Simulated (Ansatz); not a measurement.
# Formation energy and levels of the hydrogen interstitial H_i (bond centre, by O) in MgO (Fm-3m)

Wanted: the transition levels of a hydrogen interstitial in MgO (Fm-3m), from a cell of 54 host atoms with 1 H put in.

Calculated with Ansatz 0.2.0; place-levels on r2SCAN runs: charge-transition levels and formation energies with image-charge correction and potential alignment at the atomic sites; PAW set soft_1.

Experimental background.

“Electronic structure of alkaline earth and post-transition metal oxides” (2009, arxiv:0908.1581) quotes from earlier work for MgO, rocksalt (bulk crystal): band gap (literature experimental gap) 7.83 eV [Literature value based on experiment; other listed experimental values range from 7.7 to …].

Most raw output is cut from this account.

**1. The starting structure**

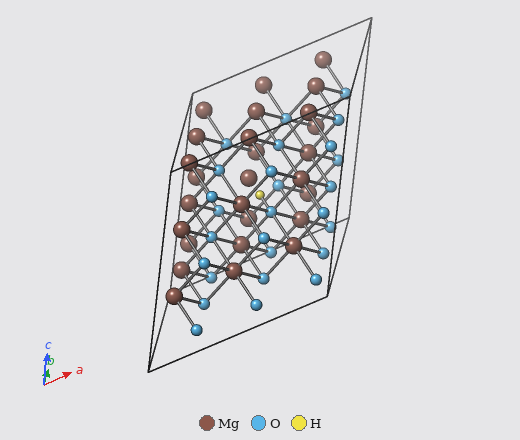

The cell as given, slightly off an axis (magnesium brown, oxygen blue, hydrogen yellow).

The cell holds 55 atoms: 27 Mg, 27 O and 1 H. Its edges and angles: a = 8.925 Å, b = 8.925 Å, c = 8.925 Å, α = 60.0°, β = 60.0°, γ = 60.0°. It derives from MgO (space group Fm-3m). Nearest the centre at fractional (0.417, 0.583, 0.583): H55 at 0.00 Å, O28 at 1.05 Å, Mg35 at 1.05 Å, Mg51 at 2.35 Å, Mg47 at 2.35 Å, Mg29 at 2.35 Å, Mg33 at 2.35 Å, O30 at 2.35 Å.

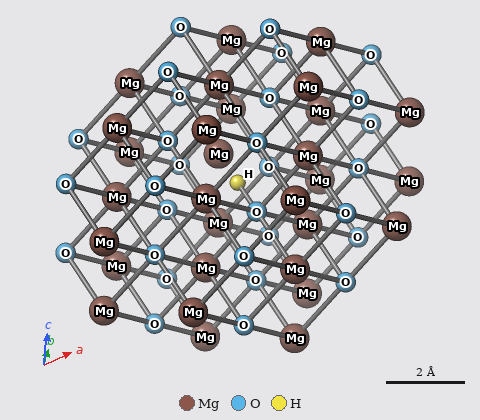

The atoms within 5 Å of the centre.

As a file:

```xyz
55
Lattice="0.0000 6.3112 6.3112 6.3112 0.0000 6.3112 6.3112 6.3112 0.0000" Properties=species:S:1:pos:R:3 pbc="T T T"
Mg    0.0000    0.0000    0.0000
O     2.1037    2.1037    2.1037
Mg    2.1037    2.1037    0.0000
O     4.2075    4.2075    2.1037
Mg    4.2075    4.2075    0.0000
O     6.3112    6.3112    2.1037
Mg    2.1037    0.0000    2.1037
O     4.2075    2.1037    4.2075
Mg    4.2075    2.1037    2.1037
O     6.3112    4.2075    4.2075
Mg    6.3112    4.2075    2.1037
O     8.4150    6.3112    4.2075
Mg    4.2075    0.0000    4.2075
O     6.3112    2.1037    6.3112
Mg    6.3112    2.1037    4.2075
O     8.4150    4.2075    6.3112
Mg    8.4150    4.2075    4.2075
O    10.5187    6.3112    6.3112
Mg    0.0000    2.1037    2.1037
O     2.1037    4.2075    4.2075
Mg    2.1037    4.2075    2.1037
O     4.2075    6.3112    4.2075
Mg    4.2075    6.3112    2.1037
O     6.3112    8.4150    4.2075
Mg    2.1037    2.1037    4.2075
O     4.2075    4.2075    6.3112
Mg    4.2075    4.2075    4.2075
O     6.3112    6.3112    6.3112
Mg    6.3112    6.3112    4.2075
O     8.4150    8.4150    6.3112
Mg    4.2075    2.1037    6.3112
O     6.3112    4.2075    8.4150
Mg    6.3112    4.2075    6.3112
O     8.4150    6.3112    8.4150
Mg    8.4150    6.3112    6.3112
O    10.5187    8.4150    8.4150
Mg    0.0000    4.2075    4.2075
O     2.1037    6.3112    6.3112
Mg    2.1037    6.3112    4.2075
O     4.2075    8.4150    6.3112
Mg    4.2075    8.4150    4.2075
O     6.3112   10.5187    6.3112
Mg    2.1037    4.2075    6.3112
O     4.2075    6.3112    8.4150
Mg    4.2075    6.3112    6.3112
O     6.3112    8.4150    8.4150
Mg    6.3112    8.4150    6.3112
O     8.4150   10.5187    8.4150
Mg    4.2075    4.2075    8.4150
O     6.3112    6.3112   10.5187
Mg    6.3112    6.3112    8.4150
O     8.4150    8.4150   10.5187
Mg    8.4150    8.4150    8.4150
O    10.5187   10.5187   10.5187
H     7.3631    6.3112    6.3112
```

Known beforehand: the electronic dielectric constant, 3.24, and the static one, 10.37, from a response run on this crystal (DFPT, PBEsol) at that run's own cell.

The cell's shortest repeat is 8.9 Å.

**2. What was run first**

Levels follow from differences of total energies between charge states, each relaxed by itself.

Each atom starts 0.05 Å or so off its site in a random direction: a symmetric start keeps its symmetry, and would miss off-centre moves and Jahn–Teller distortions. Forces are taken at one point at (¼, ¼, ¼). The cell holds 1 electron more than the neutral one, with a uniform background that keeps it neutral on the whole.

The sampling was tested on the host first: at the k-points planned (1x1x1 shifted 0.25 0.25 0.25) its energy lies 0.020 eV an atom from the dense-mesh value, under the bound of 0.02 eV set for this test; that bounds the host's error, not the defect's.

One of the inputs; charge, spin and start change from state to state.

Contents of qm1.relax/input.yaml:

```yaml
crystal:
  lattice:
    - [0.0, 2.10374764, 2.10374764]
    - [2.10374764, 0.0, 2.10374764]
    - [2.10374764, 2.10374764, 0.0]
  atoms:
    - { symbol: Mg, position: [0.0, 0.0, 0.0] }
    - { symbol: O, position: [0.5, 0.5, 0.5] }
  supercell: [3, 3, 3]
  defects:
    - { interstitial: { symbol: H, position: [0.416667, 0.583333, 0.583333] } }
total_charge: -1
basis:
  ecutwfc: 500
  xc_grid: 2
hamiltonian:
  xc: r2scan
  pseudopotentials: { kind: paw, azcp: { folder: soft_1 } }
kpoints:
  mp_grid: { grid: [1, 1, 1], shift: [0.25, 0.25, 0.25] }
scf:
  occupations: { method: fixed }
  max_iter: 80
output:
  forces: true
  charged_corrections: { epsilon: 3.24, static_epsilon: 10.37 }
relax:
  f_tol: 0.02
  max_steps: 80
  random_displacement: { amplitude: 0.05, seed: 1611 }
checkpoint:
  write: "../qm1.relax.run"
  compress: false
  write_wavefunctions: true
  write_every: 100000
```

Launch:

```
> ansatz run input.yaml --threads 4 --pin off --max-ram 7536MiB --backend cpu --events-out ev --progress --plain --runs-dir out
```

Defect states can disperse in a cell of this size, so the energy is taken again at a 2×2×2 shifted mesh, on the relaxed structure.

The run of this state that the levels use, under r2SCAN:

Contents of qm1.point/input.yaml:

```yaml
crystal:
  checkpoint: "../qm1.relax.run"
  host: checkpoint
total_charge: -1
basis:
  ecutwfc: 500
  xc_grid: 2
hamiltonian:
  xc: r2scan
  pseudopotentials: { kind: paw, azcp: { folder: soft_1 } }
kpoints:
  mp_grid: { grid: [2, 2, 2], shift: [0.5, 0.5, 0.5] }
scf:
  occupations: { method: fermi_dirac, width: 0.01 }
  max_iter: 80
output:
  forces: true
  eigenvalues: true
  charged_corrections:
    epsilon: 3.24
    static_epsilon: 10.37
    defect_position: [0.416667, 0.583333, 0.583333]
  eigenstates: { localisation: true }
  populations: true
  band_densities: [{ bands: [v1, v1] }, { bands: [c1, c1] }]
  write_density: true
  write_potential: true
  volumetric_format: npy
checkpoint:
  read: "../qm1.relax.run"
  write: "../qm1.point.run"
  compress: false
  write_wavefunctions: false
  write_every: 100000
```

Relaxations under r2SCAN at one point at (¼, ¼, ¼); times on 4 threads of Arm Neoverse V1, shared host:

```csv
charge,moment (μB),occupations,outcome,steps,largest displacement against the far atoms (Å),time
−1,0,fixed,converged,14,1.48,2.5 min
0,1,fixed,converged,13,1.48,5.4 min
+1,0,fixed,converged,9,0.92,1.7 min
```

Single points under r2SCAN at a 2×2×2 shifted mesh; times on 4 threads of Arm Neoverse V1, shared host:

```csv
charge,moment (μB),occupations,outcome,time
−1,0,fermi-dirac,converged,63 s
0,1,fermi-dirac,converged,2.5 min
+1,0,fermi-dirac,converged,63 s
```

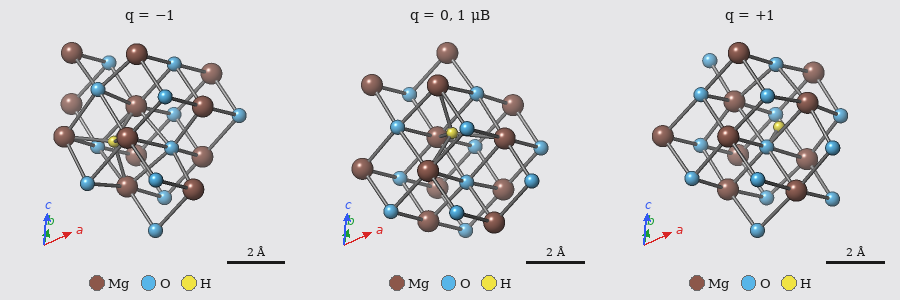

The structures near the centre after relaxation with r2SCAN, by charge.

Distances (Å) from H55 to the nearest atoms after relaxation with r2SCAN:

```csv
charge,moment (μB),1.,2.,3.,4.,5.,6.
−1,0,Mg 1.76,Mg 1.77,Mg 1.77,Mg 1.77,O 2.06,O 2.06
0,1,Mg 1.86,Mg 1.86,Mg 1.86,Mg 1.86,O 1.92,O 1.92
+1,0,O 0.97,Mg 1.92,Mg 1.92,Mg 1.93,O 2.20,O 2.20
```

**3. place-levels, r2SCAN**

A charged cell interacts with its images and the background, and its potential has another zero than the host's. place-levels removes the first by a point-charge model, screened by the static dielectric constant since the ions have relaxed around the charge, and the second by comparing potentials at atoms far from the defect.

The host is a run of the defect-free crystal in the same cutoffs, grids and k-points, so that basis and sampling errors cancel in part in the differences. The host is run in a cell of 2 atoms on a matching mesh. Its band edges are searched through the zone by a band path, so the gap is smaller than, or equal to, that on the mesh. Chemical potentials are energies per atom of H (H2 molecule), run with the same functional and cutoff.

Contents of levels.point.yaml:

```yaml
host:
  run: host.point.run
states: [qm1.point.run, q0_M1.point.run, qp1.point.run]
geometry_from:
  qm1.point.run: qm1.relax.run
  q0_M1.point.run: q0_M1.relax.run
  qp1.point.run: qp1.relax.run
chemical_potentials:
  H:
    energy: -15.945394
    dataset: "<sha256 of the dataset>"
epsilon: 3.24
static_epsilon: 10.37
vertical:
  - { from: qm1.point.run, to: qm1.point_neutral.run }
  - { from: qp1.point.run, to: qp1.point_neutral.run }
```

Launch:

```
> ansatz place-levels levels.point.yaml -- --threads 4 --pin off --max-ram 7536MiB
```

Run time: 0.33 s. Hardware: 4 threads of Arm Neoverse V1, shared host.

Levels between the charges placed, in eV above the valence top:

```csv
,gap (eV),(+1/0),(0/−1)
r2SCAN,5.68,4.52,3.72
```

Corrections by state:

```csv
charge,moment (μB),image terms and alignment (eV),band filling (eV),ε used,"over the lowest of its charge, as the program ranks them, band filling apart (eV)"
+1,0.0,0.307,-,10.37,0.000
0,1.0,0.000,-,-,0.000
−1,0.0,0.222,-,10.37,0.000
```

The charged structures listed were also run neutral, and place-levels reads from each pair, by the potential or the spins, how wide the charge is by which they differ; that can be the carrier of either run.

```csv
charge,rms radius (Å),spread where it is widest against the cell (Å),wide from (Å),reading
+1,3.1,1.77,1.26,wide
−1,1.1,0.64,1.26,narrow
```

The neutral runs of these pairs need not share the spin of the lowest neutral state, and very wide values only mean spread over the cell.

From the program's caveats on the states, each cut to its opening words:

- charge +1: it parts from the run at its places by a charge that spreads by about 1.8 Å along one vector (1.3 Å or more is wide), by its potential at epsilon 3.24, taken [...]
- charge +1, 0 (1 μB), −1: its alignment with the host at atomic sites is doubtful: the cell is too small to show whether the defect's potential has decayed: take a larger one
- charge +1: the far atoms show a dipole or second moment of the defect's charge, for which the correction takes or leaves out 0.232 eV: further moments aren't read, and [...]
- charge 0 (1 μB): flagged: stability check not made

The host's formation energy from the elements is -2.963 eV per atom; it sets how far the chemical potentials can move.

Limit set by the element alone; other compounds of these elements are not counted. Chemical potentials from the elements' reference states: Mg 0.00 eV, O -5.93 eV, H 0.00 eV. Formation energy by charge state (Mg-rich; gap 5.68 eV):

```csv
charge,at valence top (eV),at conduction bottom (eV),correction included (eV)
+1,-0.49,5.18,0.31
0,4.02,4.02,0.00
−1,7.74,2.06,0.22
```

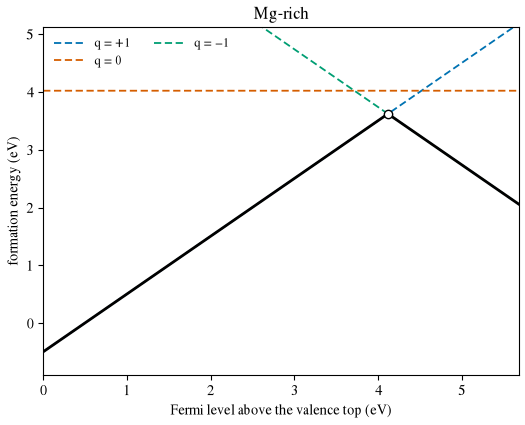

Formation energy against Fermi level; the thick line follows the lowest charge state and circles mark the transition levels.

Limit set by the element alone; other compounds of these elements are not counted. Chemical potentials from the elements' reference states: O 0.00 eV, Mg -5.93 eV, H 0.00 eV. Formation energies (O-rich), with the Fermi level at the valence top and at the conduction bottom (gap 5.68 eV):

```csv
charge,at valence top (eV),at conduction bottom (eV),correction included (eV)
+1,-0.49,5.18,0.31
0,4.02,4.02,0.00
−1,7.74,2.06,0.22
```

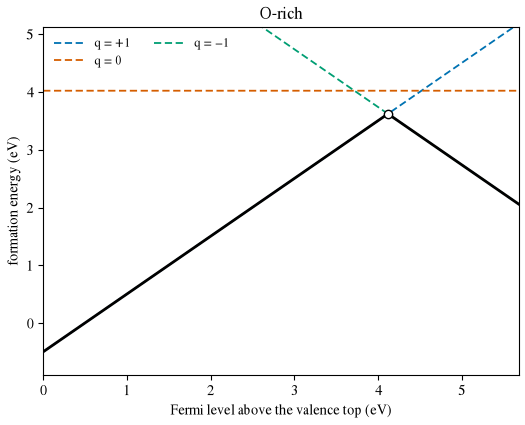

Formation energy against Fermi level; the thick line follows the lowest charge state and circles mark the transition levels.

Charge transition levels, in eV, zero at the valence-band top of the host:

```csv
,conduction bottom,valence top
"H_i (bond centre, by O)",5.68,0.00
```

```csv
,level,energy (eV)
"H_i (bond centre, by O)",(+1/−1),4.12
```

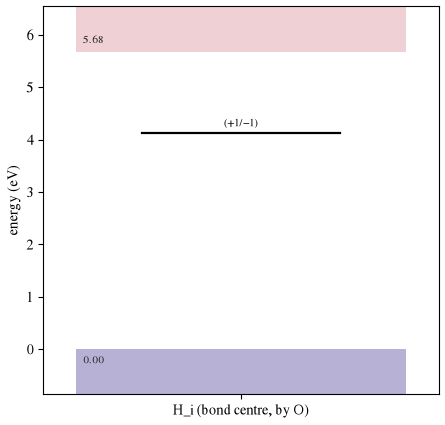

Charge transition levels. Shaded: valence and conduction bands.

**4. Effect of the sampling**

The relaxations' own energies give the levels at their sampling, for comparison.

Contents of levels.relax_mesh.yaml:

```yaml
host:
  run: host.relax.run
states: [qm1.relax.run, q0_M1.relax.run, qp1.relax.run]
chemical_potentials:
  H:
    energy: -15.945394
    dataset: "<sha256 of the dataset>"
```

Launch:

```
> ansatz place-levels levels.relax_mesh.yaml -- --threads 4 --pin off --max-ram 7536MiB
```

It took 0.11 s on 4 threads.

Levels between neighbouring charges, in eV above the valence top:

```csv
,gap (eV),(+1/0),(0/−1)
"one point at (¼, ¼, ¼)",5.66,4.48,3.60
a 2×2×2 shifted mesh,5.68,4.52,3.72
```

Going from one point at (¼, ¼, ¼) to a 2×2×2 shifted mesh moves the levels that carry no band-filling term by up to 0.11 eV and formation energies against the elements by up to 0.13 eV.

**5. What came out**

```yaml
gap_of_the_host: 5.68 eV (r2SCAN)
level_plus_1_over_0: 4.52 eV above the valence top, not a change between lowest states
level_0_minus_1: 3.72 eV above the valence top, not a change between lowest states
level_plus_1_minus_1: 4.12 eV above the valence top
lowest_of_the_charges_placed_just_above_the_valence_top_0p02_ev: +1
lowest_of_the_charges_placed_just_below_the_conduction_bottom_0p02_ev: −1
lowest_formation_energy_at_mid_gap_of_the_charges_run_mg_rich: 2.34 eV
lowest_formation_energy_at_mid_gap_of_the_charges_run_o_rich: 2.34 eV
```

**Reading.** Of the charges placed (−1, 0 and +1), the lowest changes at 4.12 eV (+1/−1) above the valence top, in a gap of 5.68 eV. (+1/−1) passes over charge 0, which lies 0.40 eV above the two there; a lower structure or spin state of it, if missed, would change that. Charges above +1 and below −1 were not placed, so these runs say nothing of levels that involve them. States placed: +1 at 0 μB; 0 at 1 μB; −1 at 0 μB. Other spin states or structures, where not listed, weren't placed. At charge −1, 0 and +1 the atom put in ends up to 1.5 Å from its starting place, so the name tells the start alone and the levels can join different sites. H is taken at its element; compounds, which aren't counted here, bound the chemical potentials and would shift these formation energies. Going from one point at (¼, ¼, ¼) to a 2×2×2 shifted mesh moves the levels that carry no band-filling term by up to 0.11 eV and formation energies against the elements by up to 0.13 eV. The program doubts the alignment of potentials for at least one state, a sign that the cell is small. What this leaves open: the images are only 8.9 Å apart; r2SCAN makes the gap too small and tends to spread out bound carriers; where a gas molecule sets a chemical potential or the host's formation energy, its binding is uncorrected.

Calculation against experiment:

| quantity | measured | r2SCAN |
| --- | --- | --- |
| band gap (least gap of the host) (eV) | 7.83 | 5.68 (-2.15 eV) |

Measured values from arxiv:0908.1581 (2009).

**Verdict.** The band gap is off by -2.15 eV: a clear miss. Local and semilocal functionals usually give gaps below the measured ones. Zero-point and thermal motion shift the measured gap.

[Logs are printed without paths, hosts, clocks, repeated set-up lines and the standing remarks that a program may print on its own settings, such as how far it seeks lower states.]

[Hosts, paths, dates, database ids (printed as entryN), source tags and the programs' standing remarks are cut or masked in the printed files.]

[Where a table of states has a column of steps, it counts the stored structures, which are thinned; the runs took as many ionic steps or more.]

[A defect's name tells the site on which it was built; relaxed atoms can leave that site.]

[For some hosts the program warned that the k-mesh of the response run may be too coarse for force constants and the static dielectric constant; such warnings are not shown here.]
